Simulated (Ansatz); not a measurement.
**Single-point calculation of GaAs (part 1 of 2)**

- system: GaAs (32 atoms in the cell)
- method: DFT, LDA, plane waves, PAW, no spin polarisation (Ansatz 0.2.0)

The structure derives from a Materials Project entry. It belongs to a series of runs on one base structure; here: the perfect crystal in a cell of 32 atoms.

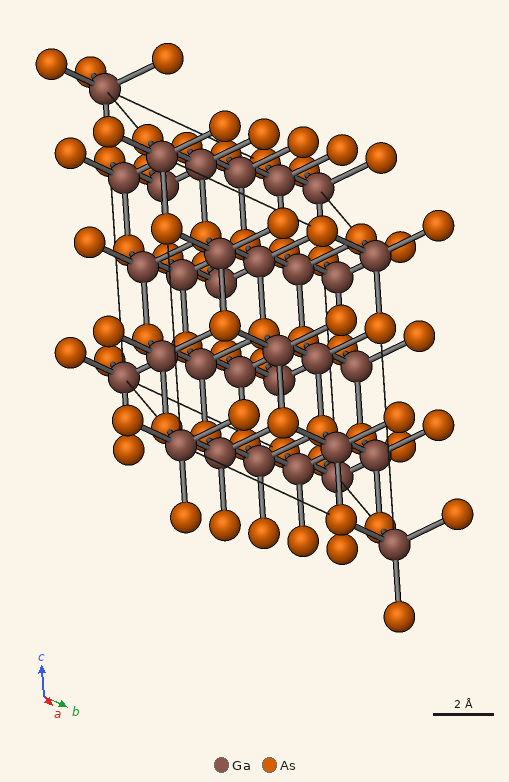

**Figure 1.** The structure (ball-and-stick view of the cell of the calculation, seen slightly off an axis; bonded neighbours outside the cell are drawn too). Near neighbours in the crystal (not all of them lie inside the picture): Ga has 4 As at 2.43 Å; As has 4 Ga at 2.43 Å.

## Summary

```csv
quantity,value
outcome,converged
space group (tolerance 0.01 Å),F-43m (216)
electrons treated,448
free energy,−135700.7411 eV
Fermi energy,8.482 eV
gap on the k-point mesh,0.49 eV
pressure,−0.03 GPa
largest force (length of the vector),under 0.001 eV/Å
hardware,"4 threads of Intel Xeon @ 2.10GHz (Emerald Rapids), 189 GiB of memory available, shared host"
wall time,50 s (CPU time 2.7 min)
peak memory,3.2 GiB
```

## Remarks

Settings chosen away from the usual ones: the perfect crystal in a cell of 32 atoms. These settings are looser than, or depart from, a standard set-up, so the numbers are not reference values for this system.

## Input file
```yaml
crystal:
  lattice:
    - [-5.6033815718, -5.6033815718, 5.6033815718]
    - [5.6033815718, -5.6033815718, -5.6033815718]
    - [5.6033815718, 5.6033815718, 5.6033815718]
  atoms:
    - { symbol: Ga, position: [0.25, 0.75, 0.0] }
    - { symbol: Ga, position: [0.0, 0.75, 0.25] }
    - { symbol: Ga, position: [0.5, 0.5, 0.0] }
    - { symbol: Ga, position: [0.25, 0.5, 0.25] }
    - { symbol: Ga, position: [0.0, 0.5, 0.5] }
    - { symbol: Ga, position: [0.75, 0.75, 0.5] }
    - { symbol: Ga, position: [0.5, 0.75, 0.75] }
    - { symbol: Ga, position: [0.0, 0.0, 0.0] }
    - { symbol: Ga, position: [0.75, 0.25, 0.0] }
    - { symbol: Ga, position: [0.5, 0.25, 0.25] }
    - { symbol: Ga, position: [0.25, 0.25, 0.5] }
    - { symbol: Ga, position: [0.0, 0.25, 0.75] }
    - { symbol: Ga, position: [0.75, 0.5, 0.75] }
    - { symbol: Ga, position: [0.75, 0.0, 0.25] }
    - { symbol: Ga, position: [0.5, 0.0, 0.5] }
    - { symbol: Ga, position: [0.25, 0.0, 0.75] }
    - { symbol: As, position: [0.25, 0.75, 0.75] }
    - { symbol: As, position: [0.0, 0.75, 0.0] }
    - { symbol: As, position: [0.5, 0.5, 0.75] }
    - { symbol: As, position: [0.25, 0.5, 0.0] }
    - { symbol: As, position: [0.0, 0.5, 0.25] }
    - { symbol: As, position: [0.75, 0.75, 0.25] }
    - { symbol: As, position: [0.5, 0.75, 0.5] }
    - { symbol: As, position: [0.0, 0.0, 0.75] }
    - { symbol: As, position: [0.75, 0.25, 0.75] }
    - { symbol: As, position: [0.5, 0.25, 0.0] }
    - { symbol: As, position: [0.25, 0.25, 0.25] }
    - { symbol: As, position: [0.0, 0.25, 0.5] }
    - { symbol: As, position: [0.75, 0.5, 0.5] }
    - { symbol: As, position: [0.75, 0.0, 0.0] }
    - { symbol: As, position: [0.5, 0.0, 0.25] }
    - { symbol: As, position: [0.25, 0.0, 0.5] }
basis:
  ecutwfc: 420
  xc_grid: 2
kpoints:
  mp_grid: { grid: [3, 3, 3], shift: [0.0, 0.0, 0.0] }
hamiltonian:
  xc: lda
scf:
  occupations: { method: gaussian, width: 0.02 }
output:
  forces: true
  stress: true
  eigenvalues: true
  write_density: true
  write_potential: true
  elf: true
  volumetric_format: npy
```

Run as:
```bash
ansatz run input.yaml --threads 4 --pin off --max-ram 8192MiB --backend cpu --events-out ev --progress --plain --runs-dir out
```

## Log
```
Engine: ansatz 0.2.0, x86_64-unknown-linux-gnu
Pseudopotentials: kind: paw
Pseudopotential: Ga, paw, valence charge 13, recommended cutoff 420 eV (normal), Ga.paw.azcp
Pseudopotential: As, paw, valence charge 15, recommended cutoff 420 eV (normal), As.paw.azcp
Functional definition: SPW92
  exchange = slater_x
  correlation = pw_c
Crystal: 32 atoms, lattice volume = 703.737 Å³
Basis set: ecut = 420 eV, 13811 PW (Γ), exchange–correlation on 144×144×144 points (8 copies of the dense FFT grid, shifted against one another)
Bands: 269, of which v1, the nominal top of the filled ones, is band 224 counted from 1 (223 counted from 0)
Symmetry: 384 space group operations
Space group: F-43m (ITA 216), of the structure as read, at distance tolerance 8.9e-5 Å
k-points: 4 of 27 (time reversal used)
Non-local potential: Ga, projectors of the file, l = 0: 2, l = 1: 2, l = 2: 3, l = 3: 1
Non-local potential: As, projectors of the file, l = 0: 2, l = 1: 2, l = 2: 3, l = 3: 1
PAW form: soft (Blöchl's): semilocal exchange-correlation on the pseudo side does not see the compensation charge
PAW frozen core: Ga, regenerated for the run's functional, and the local potential with it (the file was generated under x = pbe(κ = 0.804, μ = 0.2195149727645171), c = pbe(β = 0.06672455060314922))
PAW frozen core: As, regenerated for the run's functional, and the local potential with it (the file was generated under x = pbe(κ = 0.804, μ = 0.2195149727645171), c = pbe(β = 0.06672455060314922))
PAW one-centre angular grid: Ga, 590 points (default); XC on 64 Gauss nodes
PAW one-centre angular grid: As, 590 points (default); XC on 64 Gauss nodes
Initial density: superposition of atomic densities (neutral atoms: chi_scale 0, normalization atom), corrected by the library's trained network
Initial wavefunctions: pseudopotential atomic-orbital guess
Functional: x = slater, c = lda
SCF iter   1: F=—  HF=-135700.796579 eV  |F-HF|=—  |Δ(HF+E_count)|=         —  Δρ=5.28e-3  dr2=1.22e-1  ethr=1.77e-3  ⟨swp⟩=5.8  Hψ=3504  notcnv=0  defer=37
preconditioner: auto → Resta (q_TF=auto, 2.530 Å⁻¹)  ε∞=3.7  [insulator: Δε(μ)=0.459 eV  Ē_g=14.572 eV  σ=0.020 eV  W_gap=1.00  n_scr=200 (ndim 8)  ℏωp=23.8 eV  f_vac=0.083  D(μ)=0.00/eV (n_scr^D=0)  ε∞_Penn≈3.7]
SCF iter   2: F=—  HF=-135700.745147 eV  |F-HF|=—  |Δ(HF+E_count)|=   5.14e-2  Δρ=2.82e-3  dr2=3.12e-2  ethr=2.71e-5  ⟨swp⟩=3.0  Hψ=2159  notcnv=0  defer=157
SCF iter   3: F=—  HF=-135700.741062 eV  |F-HF|=—  |Δ(HF+E_count)|=   4.08e-3  Δρ=6.03e-4  dr2=2.11e-3  ethr=6.97e-6  ⟨swp⟩=2.0  Hψ=1108  notcnv=0  defer=157
SCF iter   4: F=—  HF=-135700.741053 eV  |F-HF|=—  |Δ(HF+E_count)|=   9.07e-6  Δρ=1.45e-4  dr2=2.19e-4  ethr=4.71e-7  ⟨swp⟩=2.0  Hψ=1815  notcnv=0  defer=157
SCF iter   5: F=—  HF=-135700.740937 eV  |F-HF|=—  |Δ(HF+E_count)|=   1.16e-4  Δρ=8.06e-5  dr2=3.83e-5  ethr=4.88e-8  ⟨swp⟩=2.0  Hψ=1814  notcnv=0  defer=157
SCF iter   6: F=—  HF=-135700.741115 eV  |F-HF|=—  |Δ(HF+E_count)|=   1.77e-4  Δρ=2.61e-5  dr2=3.98e-6  ethr=8.55e-9  ⟨swp⟩=2.0  Hψ=1495  notcnv=0  defer=157
SCF iter   7: F=—  HF=-135700.741114 eV  |F-HF|=—  |Δ(HF+E_count)|=   9.98e-7  Δρ=7.16e-6  dr2=2.57e-7  ethr=8.89e-10  ⟨swp⟩=2.0  Hψ=1815  notcnv=0  defer=157
SCF iter   8: F=-135700.741113 eV  HF=-135700.741113 eV  |F-HF|=4.80e-9  |Δ(HF+E_count)|=   2.83e-8  Δρ=1.34e-6  dr2=9.99e-9  ethr=2.23e-11  ⟨swp⟩=12.5  Hψ=7726  notcnv=0
SCF 1 converged in 8 iterations: F = -135700.741113 eV  dr2 = 9.99e-9
  greatest PAW one-centre occupation: 0.999 electrons in one spin orbital (limit 2), on the As atom at site 31 (counted from 0), in its partial waves of l = 2
```

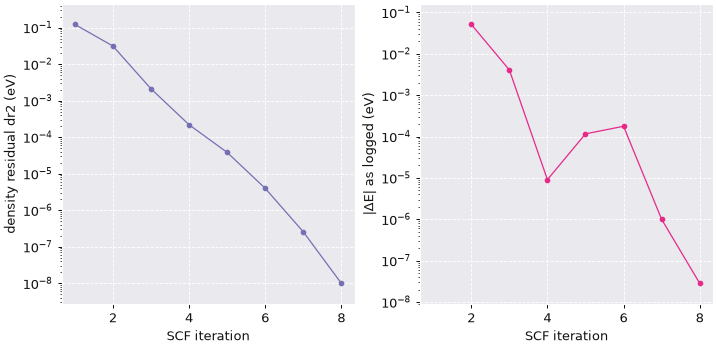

**Figure 2.** Convergence of the self-consistent field: density residual dr2 and size of the energy change against the SCF iteration. The residual falls at every step.

```
SCF converged after 8 iterations
Free energy (F): -135700.741113 eV
Harris-Foulkes:  -135700.741113 eV  (|F-HF|=4.80e-9)
Internal energy: -135700.741113 eV  (E = F + TS)
E sigma→0 (E₀):  -135700.741113 eV
Fermi energy:    8.481557 eV
--- Per-component energies (eV) ---
  E_band       = -5040.657806
  E_kinetic    = 3534.968130
  E_local      = -62203.955756  (includes V_loc(G=0)·N_el)
  E_nonlocal   = -3817.252818
  E_hartree    = 31331.613259
  E_xc         = -2373.136562
  E_vxc        = -2222.498119  (∫ρ·V_xc dr)
  E_paw        = -58666.436752  (= ΣΔE_a)
  E_vpaw       = -2995.149280  (= ΣTr[D̂ρ^β])
  E_aug_tail   = -0.001706  (compensation charges beyond the density's cutoff)
  E_ewald      = -43567.398267
  E_core_change = 60.859359  (= ΣΔE_core)
  E_smearing   = -0.000000  (= −TS)
  E_closure    = 0.000000  (closes the sum)
  Σ components = -135700.741113   (vs F -135700.741113, Δ=0.00e0)
--- Forces (eV/Å), atoms counted from 1 ---
  atom   1  Ga    -0.00000000     0.00000000     0.00000000
  atom   2  Ga    -0.00000000    -0.00000000    -0.00000000
  atom   3  Ga    -0.00000000    -0.00000000    -0.00000000
  atom   4  Ga    -0.00000000     0.00000000     0.00000000
  atom   5  Ga    -0.00000000     0.00000000    -0.00000000
  atom   6  Ga    -0.00000000    -0.00000000     0.00000000
  atom   7  Ga    -0.00000000    -0.00000000    -0.00000000
  atom   8  Ga    -0.00000000    -0.00000000    -0.00000000
  atom   9  Ga    -0.00000000    -0.00000000    -0.00000000
  atom  10  Ga    -0.00000000    -0.00000000    -0.00000000
  atom  11  Ga    -0.00000000    -0.00000000     0.00000000
  atom  12  Ga    -0.00000000    -0.00000000    -0.00000000
  atom  13  Ga    -0.00000000     0.00000000     0.00000000
  atom  14  Ga    -0.00000000    -0.00000000    -0.00000000
  atom  15  Ga    -0.00000000    -0.00000000    -0.00000000
  atom  16  Ga    -0.00000000     0.00000000     0.00000000
  atom  17  As     0.00000000    -0.00000000     0.00000000
  atom  18  As     0.00000000    -0.00000000    -0.00000000
  atom  19  As     0.00000000     0.00000000    -0.00000000
  atom  20  As     0.00000000     0.00000000     0.00000000
  atom  21  As     0.00000000    -0.00000000    -0.00000000
  atom  22  As     0.00000000     0.00000000     0.00000000
  atom  23  As     0.00000000     0.00000000     0.00000000
  atom  24  As     0.00000000    -0.00000000    -0.00000000
  atom  25  As     0.00000000     0.00000000     0.00000000
  atom  26  As     0.00000000     0.00000000    -0.00000000
  atom  27  As     0.00000000     0.00000000    -0.00000000
  atom  28  As     0.00000000    -0.00000000    -0.00000000
  atom  29  As     0.00000000     0.00000000     0.00000000
  atom  30  As     0.00000000     0.00000000     0.00000000
  atom  31  As     0.00000000     0.00000000     0.00000000
  atom  32  As     0.00000000     0.00000000    -0.00000000
  max |Σ_I F_I| component: 1.55e-16 eV/Å
--- Stress (GPa, compression-positive) ---
       -0.033248      -0.000000       0.000000
        0.000000      -0.033248       0.000000
        0.000000      -0.000000      -0.033248
  P = ⅓ Tr σ = -0.0332 GPa (-0.332 kbar)
--- Band table (eV) ---
```
